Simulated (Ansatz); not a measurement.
Single-point calculation of CaO

System: CaO (2 atoms in the cell).
Method: DFT, r2SCAN, plane waves, PAW, no spin polarisation (Ansatz 0.2.0).

The structure was built on a prototype by a generator. Some settings of this run were made unusual or wrong on purpose. The geometry comes from this level: r2SCAN.

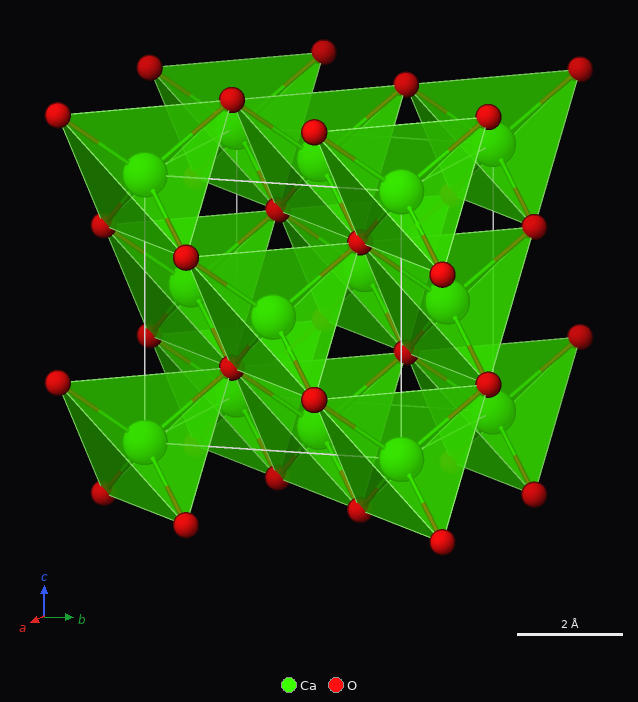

*The structure (polyhedral view of the cell 4 times as large as that of the calculation, set on its symmetry axes, seen slightly off an axis; polyhedra are completed across the faces of the cell). An atom can appear more than once, as a periodic image.*

Input:
```yaml
crystal:
  lattice:
    - [0.0, 2.6067317416, 2.6067317416]
    - [2.6067317416, 0.0, 2.6067317416]
    - [2.6067317416, 2.6067317416, 0.0]
  atoms:
    - { symbol: Ca, position: [0.0, 0.0, 0.0] }
    - { symbol: O, position: [0.25, 0.25, 0.25] }
kpoints:
  mp_grid: { grid: [6, 6, 6] }
hamiltonian:
  xc: r2scan
scf:
  occupations: { method: fixed }
  n_extra_bands: 4
  mixing: { beta: 0.005 }
  max_iter: 54
output:
  forces: true
  stress: true
  eigenvalues: true
```

Machine: 4 threads of Arm Neoverse V1, 112 GiB of memory available, shared host.

Launch command:
```bash
ansatz run input.yaml --threads 4 --pin off --max-ram 3686MiB --backend cpu --events-out ev --progress --plain --runs-dir out
```

What the program printed:
```
scf.n_extra_bands = 4 over 8 filled bands (N_el = 16.0): the run solves 12 bands
Engine: ansatz 0.2.0, aarch64-unknown-linux-gnu
Pseudopotentials: kind: paw
Pseudopotential: Ca, paw, valence charge 10, recommended cutoff 500 eV (meta_gga), Ca.paw.azcp
Pseudopotential: O, paw, valence charge 6, recommended cutoff 500 eV (meta_gga), O.paw.azcp
Functional definition: r2SCAN
  parameter k0 = 0.174
  parameter k1 = 0.065
  parameter a1 = 4.9479
  exchange = r2scan_x(k0 = k0, k1 = k1, a1 = a1)
  correlation = r2scan_c
Crystal: 2 atoms, lattice volume = 35.426 Å³
Basis set: ecut = 500 eV, 893 PW (Γ), exchange–correlation on 108×108×108 points (64 copies of the dense FFT grid, shifted against one another)
Bands: 12, of which v1, the nominal top of the filled ones, is band 8 counted from 1 (7 counted from 0)
Symmetry: 24 space group operations
Space group: F-43m (ITA 216), of the structure as read, at distance tolerance 3.3e-5 Å
k-points: 16 of 216 (time reversal used)
Non-local potential: Ca, projectors of the file, l = 0: 3, l = 1: 2, l = 2: 2
Non-local potential: O, projectors of the file, l = 0: 2, l = 1: 2, l = 2: 1
PAW form: soft (Blöchl's): semilocal exchange-correlation on the pseudo side does not see the compensation charge
PAW frozen core: Ca, regenerated for the run's functional (the file was generated under x = pbe(κ = 0.804, μ = 0.2195149727645171), c = pbe(β = 0.06672455060314922))
PAW frozen core: O, regenerated for the run's functional (the file was generated under x = pbe(κ = 0.804, μ = 0.2195149727645171), c = pbe(β = 0.06672455060314922))
PAW one-centre angular grid: Ca, 302 points (default); XC on 160 Gauss nodes
PAW one-centre angular grid: O, 302 points (default); XC on 160 Gauss nodes
Initial density: superposition of atomic densities (neutral atoms: chi_scale 0, normalization atom), corrected by the library's trained network
Initial wavefunctions: pseudopotential atomic-orbital guess
Functional: x = r2scan, c = r2scan; τ floored in thin density (d = 2e-4 eV/Å³)
SCF iter   1: F=—  HF=-2393.528616 eV  |F-HF|=—  |Δ(HF+E_count)|=         —  Δρ=9.17e-3  dr2=3.71e-2  dr2_τ=6.24e-2  ethr=1.77e-3  ⟨swp⟩=4.3  Hψ=1112  notcnv=0  defer=12
preconditioner: auto → none  [insulator: Δε(μ)=3.979 eV  Ē_g=18.647 eV  n_scr=8 (ndim 8)  ℏωp=23.3 eV  f_vac=0.068  ε∞_Penn≈2.6]
SCF iter   2: F=—  HF=-2393.605012 eV  |F-HF|=—  |Δ(HF+E_count)|=   7.64e-2  Δρ=9.21e-3  dr2=3.70e-2  dr2_τ=6.68e-4  ethr=2.32e-4  ⟨swp⟩=2.1  Hψ=427  notcnv=0  defer=25
SCF iter   3: F=—  HF=-2393.601055 eV  |F-HF|=—  |Δ(HF+E_count)|=   3.96e-3  Δρ=9.30e-3  dr2=2.08e-2  dr2_τ=3.94e-3  ethr=2.32e-4  ⟨swp⟩=2.8  Hψ=333  notcnv=0  defer=28
SCF iter   4: F=—  HF=-2393.596429 eV  |F-HF|=—  |Δ(HF+E_count)|=   4.63e-3  Δρ=2.15e-3  dr2=7.66e-4  dr2_τ=9.32e-5  ethr=1.30e-4  ⟨swp⟩=2.0  Hψ=281  notcnv=0  defer=24
SCF iter   5: F=—  HF=-2393.596437 eV  |F-HF|=—  |Δ(HF+E_count)|=   8.11e-6  Δρ=5.09e-4  dr2=3.26e-5  dr2_τ=8.89e-6  ethr=4.79e-6  ⟨swp⟩=3.0  Hψ=345  notcnv=0  defer=28
SCF iter   6: F=—  HF=-2393.596461 eV  |F-HF|=—  |Δ(HF+E_count)|=   2.41e-5  Δρ=7.38e-5  dr2=7.13e-7  dr2_τ=1.58e-7  ethr=2.04e-7  ⟨swp⟩=2.0  Hψ=320  notcnv=0  defer=3
SCF iter   7: F=-2393.596462 eV  HF=-2393.596462 eV  |F-HF|=3.05e-10  |Δ(HF+E_count)|=   1.43e-6  Δρ=5.50e-6  dr2=6.17e-9  dr2_τ=2.72e-9  ethr=6.25e-10  ⟨swp⟩=7.5  Hψ=1275  notcnv=0
SCF 1 converged in 7 iterations: F = -2393.596462 eV  dr2 = 6.17e-9
  greatest PAW one-centre occupation: 0.995 electrons in one spin orbital (limit 2), on the Ca atom at site 0 (counted from 0), in its partial waves of l = 0
```

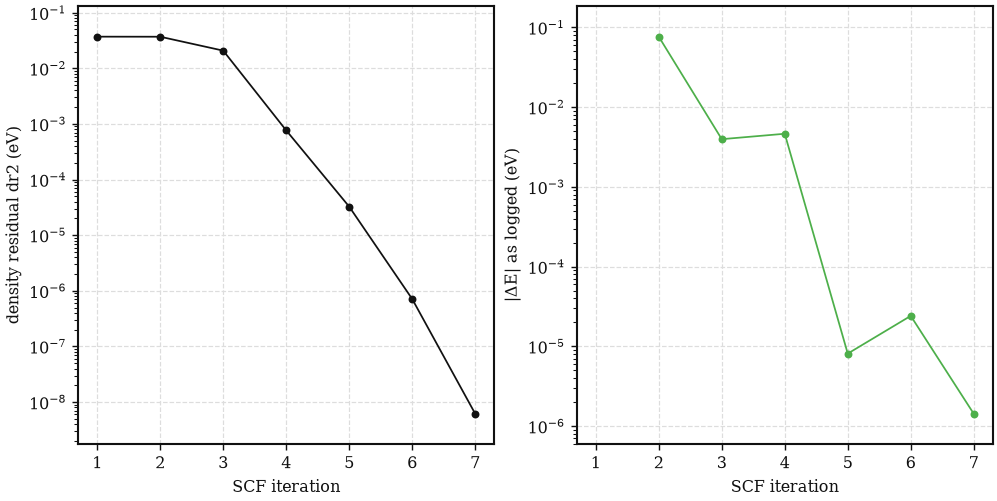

*Convergence of the self-consistent field: density residual dr2 and size of the energy change against the SCF iteration.*

The residual falls at every step.

```
SCF converged after 7 iterations
Free energy (F): -2393.596462 eV
Harris-Foulkes:  -2393.596462 eV  (|F-HF|=3.05e-10)
Internal energy: -2393.596462 eV  (E = F + TS)
E sigma→0 (E₀):  -2393.596462 eV
Fermi energy:    4.327932 eV
--- Per-component energies (eV) ---
  E_band       = -154.632536
  E_kinetic    = 456.601854
  E_local      = -1121.931845  (includes V_loc(G=0)·N_el)
  E_nonlocal   = 110.651073
  E_hartree    = 390.736526
  E_xc         = -211.743118
  E_vxc        = -302.302965  (∫ρ·V_xc dr)
  E_paw        = -1023.647945  (= ΣΔE_a)
  E_vpaw       = -98.020722  (= ΣTr[D̂ρ^β])
  E_aug_tail   = 0.000980  (compensation charges beyond the density's cutoff)
  E_vtau       = 18.894454  (kinetic-family band-sum trace: ∫τ·v_τ [+ j·A + Jᵃ·Aᵃ] dr)
  E_ewald      = -994.011380
  E_core_change = -0.252606  (= ΣΔE_core)
  E_smearing   = -0.000000  (= −TS)
  E_closure    = -0.000000  (closes the sum)
  Σ components = -2393.596462   (vs F -2393.596462, Δ=0.00e0)
--- Forces (eV/Å), atoms counted from 1 ---
  atom   1  Ca     0.00000000    -0.00000000    -0.00000000
  atom   2  O     -0.00000000     0.00000000     0.00000000
  max |Σ_I F_I| component: 1.48e-16 eV/Å
--- Stress (GPa, compression-positive) ---
       -0.030664       0.000000      -0.000000
       -0.000000      -0.030664       0.000000
       -0.000000       0.000000      -0.030664
  P = ⅓ Tr σ = -0.0307 GPa (-0.307 kbar)
--- Band table (eV; the first three rows and the last of 16) ---
  k-point 0: bands = ["-34.2342", "-14.2919", "-14.2919", "-14.2919", "-11.4176", "3.7126", "3.7126", "3.7126", "8.0874", "12.9847", "12.9847", "14.6277"]
  k-point 1: bands = ["-34.2229", "-14.5215", "-14.3056", "-14.3056", "-11.1960", "3.4672", "3.7851", "3.7851", "8.9838", "12.7161", "12.7161", "14.2305"]
  k-point 2: bands = ["-34.2002", "-14.9007", "-14.3329", "-14.3329", "-10.8445", "3.3059", "3.9153", "3.9153", "10.4185", "12.6534", "12.6534", "13.5967"]
  k-point 15: bands = ["-34.1738", "-15.1083", "-14.4894", "-14.4349", "-10.4745", "3.2522", "4.0045", "4.3279", "9.7203", "11.4145", "13.6352", "14.2943"]
```

Outcome:

- outcome: converged
- space group (tolerance 0.01 Å): F-43m (216)
- electrons treated: 16
- free energy: −2393.5965 eV
- Fermi energy: 4.328 eV
- gap on the k-point mesh: 3.76 eV
- pressure: −0.03 GPa
- largest force (length of the vector): under 0.001 eV/Å
- wall time: 0.9 s (CPU time 2.8 s)
- peak memory: 0.35 GiB

What went wrong:

Some settings of this run were drawn to be unusual or wrong. It converged; results that depend on the unusual settings are not reference values.
